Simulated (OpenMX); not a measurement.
## A series of single points on Lu

System: Lu (2 atoms in the cell).
Method: Kohn-Sham DFT of a periodic cell, PBE, OpenMX 2013 PBE set, no spin polarisation (OpenMX 3.8.5).

The 7 runs differ only in the geometry, by an even scaling of the cell at fixed fractional positions. The structure derives from an entry of the Crystallography Open Database.

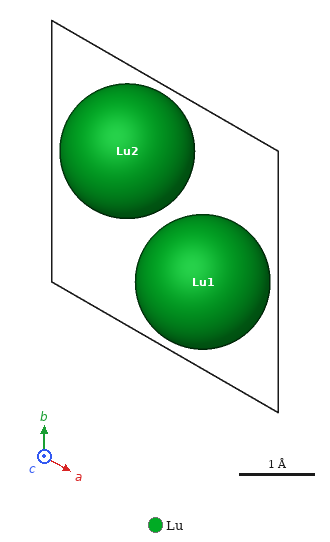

Figure 1. The structure of run 4 (spheres-only view of the cell of the calculation, along the c axis; atoms are numbered from 1 in the order of the input). An atom can appear more than once, as a periodic image.

**Input of run 4**
```
System.CurrrentDirectory             ./
System.Name                          Lu
DATA.PATH                            ./DFT_DATA13
level.of.stdout                      1
level.of.fileout                     0
Species.Number                       1
<Definition.of.Atomic.Species
  Lu  Lu8.0-s2p2d1f1         Lu_PBE13
Definition.of.Atomic.Species>

Atoms.Number                         2
Atoms.SpeciesAndCoordinates.Unit     FRAC
<Atoms.SpeciesAndCoordinates
    1  Lu    0.6666666667    0.3333333333    0.7500000000   5.500  5.500
    2  Lu    0.3333333333    0.6666666667    0.2500000000   5.500  5.500
Atoms.SpeciesAndCoordinates>

Atoms.UnitVectors.Unit               Ang
<Atoms.UnitVectors
     3.5031000000    0.0000000000    0.0000000000
    -1.7515500000    3.0337735920    0.0000000000
     0.0000000000    0.0000000000    5.5509000000
Atoms.UnitVectors>

scf.XcType                           GGA-PBE
scf.SpinPolarization                 off
scf.ElectronicTemperature            580.226
scf.energycutoff                     300.0
scf.maxIter                          100
scf.EigenvalueSolver                 band
scf.Kgrid                            9 9 5
scf.Mixing.Type                      rmm-diisk
scf.Init.Mixing.Weight               0.05
scf.Min.Mixing.Weight                0.001
scf.Max.Mixing.Weight                0.3
scf.Mixing.History                   25
scf.Mixing.StartPulay                8
scf.criterion                        1.0e-8
scf.stress.tensor                    on
MD.Type                              nomd
Band.dispersion                      on
Band.Nkpath                          9
<Band.kpath
   17   0.000000  0.000000  0.000000    0.500000  0.000000  0.000000  G M
   10   0.500000  0.000000  0.000000    0.333333  0.333333  0.000000  M K
   20   0.333333  0.333333  0.000000    0.000000  0.000000  0.000000  K G
    9   0.000000  0.000000  0.000000    0.000000  0.000000  0.500000  G A
   17   0.000000  0.000000  0.500000    0.500000  0.000000  0.500000  A L
   10   0.500000  0.000000  0.500000    0.333333  0.333333  0.500000  L H
   20   0.333333  0.333333  0.500000    0.000000  0.000000  0.500000  H A
    9   0.500000  0.000000  0.500000    0.500000  0.000000  0.000000  L M
    9   0.333333  0.333333  0.000000    0.333333  0.333333  0.500000  K H
Band.kpath>
```

Command:
```bash
openmx Lu.dat -nt 1 > Lu.std
```

Lattice vectors (Å) and fractional positions of run 4:
```
   3.503100    0.000000    0.000000
  -1.751550    3.033774    0.000000
   0.000000    0.000000    5.550900
Lu  0.666667  0.333333  0.750000
Lu  0.333333  0.666667  0.250000
```

Run 6 has the same physical settings and fractional positions; its lattice vectors (Å) are:
```
   3.549199    0.000000    0.000000
  -1.774599    3.073696    0.000000
   0.000000    0.000000    5.623947
```

**Results, with one run withheld**

| run | volume per atom (Å³) | free energy per atom, from the lowest run given (meV) |
| --- | --- | --- |
| 1 | 27.727 | 67.74 |
| 2 | 28.317 | 45.72 |
| 3 | 28.906 | 28.46 |
| 4 | 29.496 | 15.55 |
| 5 | 30.086 | 6.63 |
| 6 | 30.676 | ? |
| 7 | 31.266 | 0.00 |

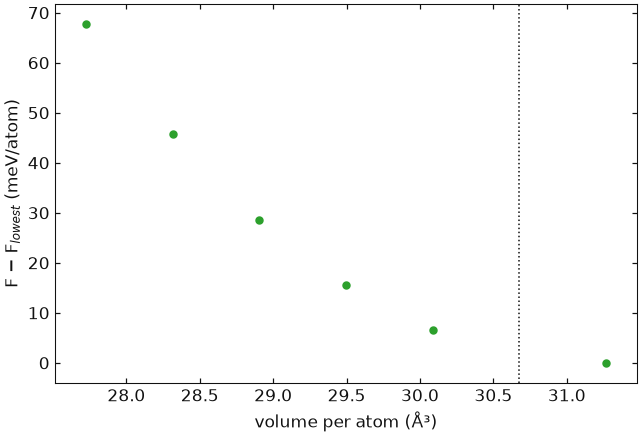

Figure 2. Free energy per atom of the runs given; the dotted line marks run 6.

Fit the runs given and predict run 6.

A cubic polynomial in V^(−2/3) (the Birch–Murnaghan form), fitted to the 6 runs given, misses them by at most 0.03 meV per atom. With x = V^(−2/3) − 0.10531 Å⁻², it reads F = 20.162 + 8826.5 x + 9.3911e+05 x² − 5.8705e+06 x³ (meV per atom). At run 6 it gives 1.56 meV per atom, and the run itself gives 1.51. The fit has its minimum at 31.246 Å³ per atom, where V d²F/dV² gives 47.2 GPa. Cell shape and fractional positions are held, so this is the stiffness under even scaling; the relaxed bulk modulus wasn't computed.

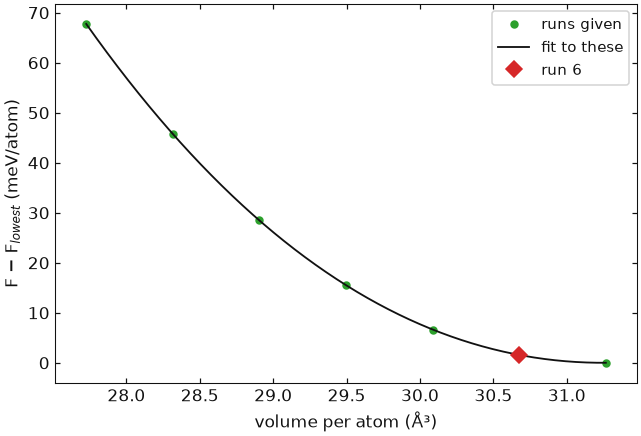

Figure 3. The fit and the withheld run.

**Some lines of the output (run 6)**
```
[...]
  Cell_Volume =    414.027274527986 (Bohr^3)
        Total energy (Hartree) at MD = 1
   kloop=0
   kloop=1
   kloop=202
```

Notes: With a small basis of atomic orbitals these values can differ much from converged plane-wave results.
